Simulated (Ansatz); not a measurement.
# Two runs on W3Si2

System: W3Si2 (P4/m, 10 atoms in the cell).
Method of run A: DFT PBE, scalar-relativistic, plane waves, PAW, no spin polarisation (Ansatz 0.2.0).

The structure derives from a Materials Project entry. Text and figures count atoms from 1; the logs count them from 0 in places.

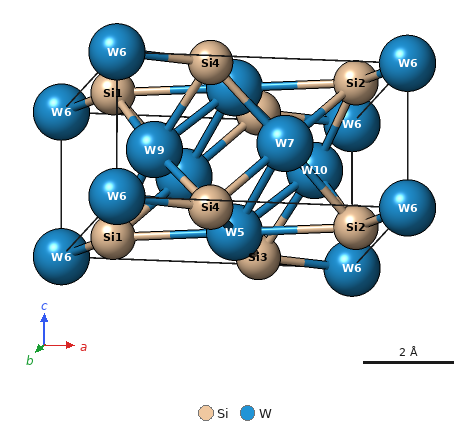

The input geometry (ball-and-stick view of the cell of the calculation, seen at an oblique angle; atoms are numbered from 1 in the order of the input). An atom can appear more than once, as a periodic image.

### The input, run A
```yaml
crystal:
  lattice:
    - [6.6300342967, 0.0, 0.0]
    - [0.0, 6.6300342967, 0.0]
    - [0.0, 0.0, 3.3123213826]
  atoms:
    - { symbol: Si, position: [0.1122176209, 0.6562483563, 0.0] }
    - { symbol: Si, position: [0.8877823791, 0.3437516437, 0.0] }
    - { symbol: Si, position: [0.6562483563, 0.8877823791, 0.0] }
    - { symbol: Si, position: [0.3437516437, 0.1122176209, 0.0] }
    - { symbol: W, position: [0.5, 0.5, 0.0] }
    - { symbol: W, position: [0.0, 0.0, 0.0] }
    - { symbol: W, position: [0.6168511477, 0.2021727915, 0.5] }
    - { symbol: W, position: [0.3831488523, 0.7978272085, 0.5] }
    - { symbol: W, position: [0.2021727915, 0.3831488523, 0.5] }
    - { symbol: W, position: [0.7978272085, 0.6168511477, 0.5] }
basis:
  ecutwfc: 420
kpoints:
  mp_grid: { grid: [6, 6, 12] }
hamiltonian:
  xc: pbe
scf:
  occupations: { method: gaussian, width: 0.15 }
output:
  forces: true
  stress: true
  eigenvalues: true
```

Launched with:
```bash
ansatz run input.yaml --threads 2 --pin off --max-ram 5120MiB --backend cpu --events-out ev --progress --plain --runs-dir out
```

Hardware: 2 threads of Intel Xeon @ 2.50GHz (Skylake/Cascade Lake), 189 GiB of memory available, shared host.

### Output, shortened to warnings, some set-up lines, iterations and results (run A)
```
Basis set: ecut = 420 eV, 2875 PW (Γ), exchange–correlation on 90×90×48 points (8 copies of the dense FFT grid, shifted against one another)
Symmetry: 8 space group operations
k-points: 77 of 432
Initial density: superposition of atomic densities (neutral atoms: chi_scale 0, normalization atom), corrected by the library's trained network
[...]
SCF iter   1: F=—  HF=-64850.794073 eV  |F-HF|=—  |Δ(HF+E_count)|=         —  Δρ=6.26e-3  dr2=1.22e-1  ethr=1.77e-3  ⟨swp⟩=6.0  Hψ=18248  notcnv=0
SCF iter   2: F=—  HF=-64850.783126 eV  |F-HF|=—  |Δ(HF+E_count)|=   1.09e-2  Δρ=3.65e-3  dr2=4.41e-2  ethr=1.22e-4  ⟨swp⟩=1.0  Hψ=5313  notcnv=0
SCF iter   3: F=—  HF=-64850.778328 eV  |F-HF|=—  |Δ(HF+E_count)|=   4.80e-3  Δρ=4.60e-4  dr2=3.84e-4  ethr=4.41e-5  ⟨swp⟩=2.0  Hψ=5471  notcnv=0
SCF iter   4: F=—  HF=-64850.778248 eV  |F-HF|=—  |Δ(HF+E_count)|=   8.04e-5  Δρ=1.10e-4  dr2=5.78e-5  ethr=3.84e-7  ⟨swp⟩=2.0  Hψ=6382  notcnv=0
SCF iter   5: F=—  HF=-64850.778140 eV  |F-HF|=—  |Δ(HF+E_count)|=   1.08e-4  Δρ=3.35e-5  dr2=2.21e-6  ethr=5.78e-8  ⟨swp⟩=2.1  Hψ=5944  notcnv=0
SCF iter   6: F=—  HF=-64850.778139 eV  |F-HF|=—  |Δ(HF+E_count)|=   4.06e-7  Δρ=7.06e-6  dr2=1.12e-7  ethr=2.21e-9  ⟨swp⟩=2.0  Hψ=6403  notcnv=0
SCF iter   7: F=-64850.778139 eV  HF=-64850.778139 eV  |F-HF|=1.50e-9  |Δ(HF+E_count)|=   1.51e-8  Δρ=1.37e-6  dr2=3.34e-9  ethr=1.00e-10  ⟨swp⟩=10.4  Hψ=17771  notcnv=0
SCF 1 converged in 7 iterations: F = -64850.778139 eV  dr2 = 3.34e-9
SCF converged after 7 iterations
Free energy (F): -64850.778139 eV
Harris-Foulkes:  -64850.778139 eV  (|F-HF|=1.50e-9)
Internal energy: -64850.699636 eV  (E = F + TS)
E sigma→0 (E₀):  -64850.738888 eV
Entropy (-TS):   -0.078503 eV (-7.850 meV/atom)
Fermi energy:    19.036691 eV
--- Per-component energies (eV) ---
  E_band       = -587.123502
  E_kinetic    = 2895.377245
  E_local      = -5109.885451  (includes V_loc(G=0)·N_el)
  E_nonlocal   = 109.500024
  E_hartree    = 1958.602262
  E_xc         = -1833.794260
  E_vxc        = -1635.179903  (∫ρ·V_xc dr)
  E_paw        = -53429.235582  (= ΣΔE_a)
  E_vpaw       = -764.139055  (= ΣTr[D̂ρ^β])
  E_aug_tail   = -0.000333  (compensation charges beyond the density's cutoff)
  E_ewald      = -9441.263542
  E_smearing   = -0.078503  (= −TS)
  E_closure    = -0.000000  (closes the sum)
  Σ components = -64850.778139   (vs F -64850.778139, Δ=0.00e0)
--- Forces (eV/Å), atoms counted from 1 ---
  atom   1  Si     0.25083495    -0.84588831     0.00000000
  atom   2  Si    -0.25083495     0.84588831     0.00000000
  atom   3  Si    -0.84588831    -0.25083495     0.00000000
  atom   4  Si     0.84588831     0.25083495     0.00000000
  atom   5  W      0.00000000    -0.00000000     0.00000000
  atom   6  W      0.00000000     0.00000000     0.00000000
  atom   7  W      1.59468830    -1.80458656     0.00000000
  atom   8  W     -1.59468830     1.80458656     0.00000000
  atom   9  W     -1.80458656    -1.59468830     0.00000000
  atom  10  W      1.80458656     1.59468830     0.00000000
  max |Σ_I F_I| component: 4.44e-16 eV/Å
--- Stress (GPa, compression-positive) ---
       13.519096      -0.000000       0.000000
        0.000000      13.519096       0.000000
        0.000000       0.000000      -0.135145
  P = ⅓ Tr σ = 8.9677 GPa (89.677 kbar)
```

The input of run B differs as follows (lines with − go, lines with + come):
```diff
-    - { symbol: Si, position: [0.1122176209, 0.6562483563, 0.0] }
-    - { symbol: Si, position: [0.8877823791, 0.3437516437, 0.0] }
-    - { symbol: Si, position: [0.6562483563, 0.8877823791, 0.0] }
-    - { symbol: Si, position: [0.3437516437, 0.1122176209, 0.0] }
+    - { symbol: Si, position: [0.1397368305, 0.6287291467, 0.0] }
+    - { symbol: Si, position: [0.8602631695, 0.3712708533, 0.0] }
+    - { symbol: Si, position: [0.6287291467, 0.8602631695, 0.0] }
+    - { symbol: Si, position: [0.3712708533, 0.1397368305, 0.0] }
-    - { symbol: W, position: [0.6168511477, 0.2021727915, 0.5] }
-    - { symbol: W, position: [0.3831488523, 0.7978272085, 0.5] }
-    - { symbol: W, position: [0.2021727915, 0.3831488523, 0.5] }
-    - { symbol: W, position: [0.7978272085, 0.6168511477, 0.5] }
+    - { symbol: W, position: [0.6701771751, 0.1488467641, 0.5] }
+    - { symbol: W, position: [0.3298228249, 0.8511532359, 0.5] }
+    - { symbol: W, position: [0.1488467641, 0.3298228249, 0.5] }
+    - { symbol: W, position: [0.8511532359, 0.6701771751, 0.5] }
```

Predict how the results change.

With the same functional and potentials, run B lies 126.6 meV per atom lower. The pressure goes from 8.97 to 0.56 GPa. The largest force goes from 2.408 to 0.102 eV/Å. The number of SCF iterations is the same.

### Output, shortened to warnings, some set-up lines, iterations and results (run B)
```
Basis set: ecut = 420 eV, 2875 PW (Γ), exchange–correlation on 90×90×48 points (8 copies of the dense FFT grid, shifted against one another)
Symmetry: 8 space group operations
k-points: 77 of 432
Initial density: superposition of atomic densities (neutral atoms: chi_scale 0, normalization atom), corrected by the library's trained network
[...]
SCF iter   1: F=—  HF=-64852.063452 eV  |F-HF|=—  |Δ(HF+E_count)|=         —  Δρ=7.72e-3  dr2=1.14e-1  ethr=1.77e-3  ⟨swp⟩=6.0  Hψ=18071  notcnv=0
SCF iter   2: F=—  HF=-64852.049162 eV  |F-HF|=—  |Δ(HF+E_count)|=   1.43e-2  Δρ=4.20e-3  dr2=3.33e-2  ethr=1.14e-4  ⟨swp⟩=1.1  Hψ=5321  notcnv=0
SCF iter   3: F=—  HF=-64852.044630 eV  |F-HF|=—  |Δ(HF+E_count)|=   4.53e-3  Δρ=5.83e-4  dr2=7.99e-4  ethr=3.33e-5  ⟨swp⟩=2.0  Hψ=5467  notcnv=0
SCF iter   4: F=—  HF=-64852.044551 eV  |F-HF|=—  |Δ(HF+E_count)|=   7.89e-5  Δρ=1.69e-4  dr2=9.09e-5  ethr=7.99e-7  ⟨swp⟩=2.0  Hψ=6179  notcnv=0
SCF iter   5: F=—  HF=-64852.044488 eV  |F-HF|=—  |Δ(HF+E_count)|=   6.32e-5  Δρ=3.95e-5  dr2=3.16e-6  ethr=9.09e-8  ⟨swp⟩=2.0  Hψ=6297  notcnv=0
SCF iter   6: F=—  HF=-64852.044488 eV  |F-HF|=—  |Δ(HF+E_count)|=   5.05e-7  Δρ=7.96e-6  dr2=1.00e-7  ethr=1.00e-10  ⟨swp⟩=9.5  Hψ=22453  notcnv=0
SCF iter   7: F=-64852.044488 eV  HF=-64852.044488 eV  |F-HF|=1.12e-9  |Δ(HF+E_count)|=   1.25e-8  Δρ=1.34e-6  dr2=2.60e-9  ethr=1.00e-10  ⟨swp⟩=4.0  Hψ=14132  notcnv=0
SCF 1 converged in 7 iterations: F = -64852.044488 eV  dr2 = 2.60e-9
SCF converged after 7 iterations
Free energy (F): -64852.044488 eV
Harris-Foulkes:  -64852.044488 eV  (|F-HF|=1.12e-9)
Internal energy: -64851.975140 eV  (E = F + TS)
E sigma→0 (E₀):  -64852.009814 eV
Entropy (-TS):   -0.069347 eV (-6.935 meV/atom)
Fermi energy:    19.249127 eV
--- Per-component energies (eV) ---
  E_band       = -585.999228
  E_kinetic    = 2887.551998
  E_local      = -4630.911677  (includes V_loc(G=0)·N_el)
  E_nonlocal   = 108.130889
  E_hartree    = 1722.465753
  E_xc         = -1831.550972
  E_vxc        = -1632.237060  (∫ρ·V_xc dr)
  E_paw        = -53428.479811  (= ΣΔE_a)
  E_vpaw       = -763.463835  (= ΣTr[D̂ρ^β])
  E_aug_tail   = -0.000352  (compensation charges beyond the density's cutoff)
  E_ewald      = -9679.180969
  E_smearing   = -0.069347  (= −TS)
  E_closure    = 0.000000  (closes the sum)
  Σ components = -64852.044488   (vs F -64852.044488, Δ=0.00e0)
--- Forces (eV/Å), atoms counted from 1 ---
  atom   1  Si     0.01099452     0.01202866     0.00000000
  atom   2  Si    -0.01099452    -0.01202866     0.00000000
  atom   3  Si     0.01202866    -0.01099452     0.00000000
  atom   4  Si    -0.01202866     0.01099452     0.00000000
  atom   5  W      0.00000000    -0.00000000     0.00000000
  atom   6  W     -0.00000000     0.00000000     0.00000000
  atom   7  W     -0.03153587     0.09685630     0.00000000
  atom   8  W      0.03153587    -0.09685630     0.00000000
  atom   9  W      0.09685630     0.03153587     0.00000000
  atom  10  W     -0.09685630    -0.03153587     0.00000000
  max |Σ_I F_I| component: 2.78e-17 eV/Å
--- Stress (GPa, compression-positive) ---
        0.969099       0.000000       0.000000
       -0.000000       0.969099       0.000000
        0.000000       0.000000      -0.251306
  P = ⅓ Tr σ = 0.5623 GPa (5.623 kbar)
```

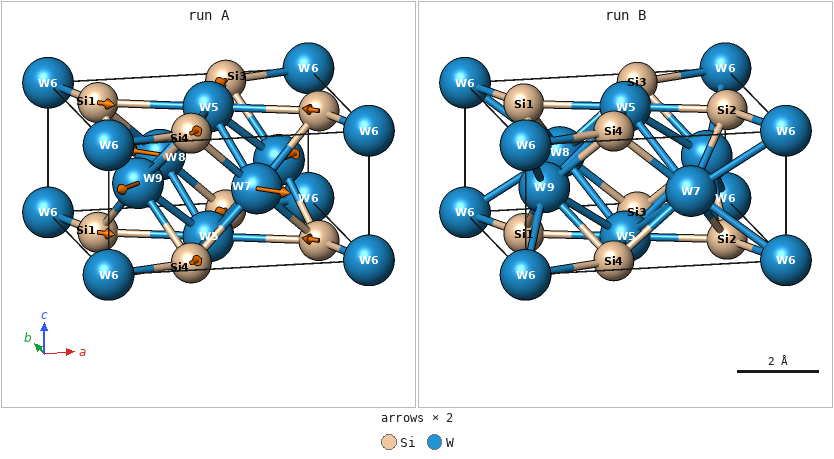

The two input geometries at one scale (ball-and-stick view of the cell of the calculation, seen slightly off an axis). The orange arrows on the first give the shifts of the atoms relative to the cell, magnified 2 times. The largest moves, 0.50 Å, are those of W atoms. Largest moves by element: W 0.50 Å, Si 0.26 Å. The lattice vectors keep their values. Among the contacts that change: W–W 3.316 → 2.915 Å, W–W 2.691 → 3.072 Å, Si–W 2.772 → 2.536 Å, Si–W 2.397 → 2.630 Å.

### The two runs side by side

```tsv
quantity	run A	run B
outcome	converged	converged
free energy per atom (eV)	−6485.0778	−6485.2044
energy per atom, smearing taken to zero (eV)	−6485.0739	−6485.2010
gap on the mesh (eV)	0.00	0.00
pressure (GPa)	8.97	0.56
largest force (eV/Å)	2.408	0.102
SCF iterations	7	7
irreducible k-points	77	77
plane waves at Γ	2875	2875
wall time (shared host)	34 s	35 s
```

For both runs: Spin–orbit coupling is left out, which matters for W.
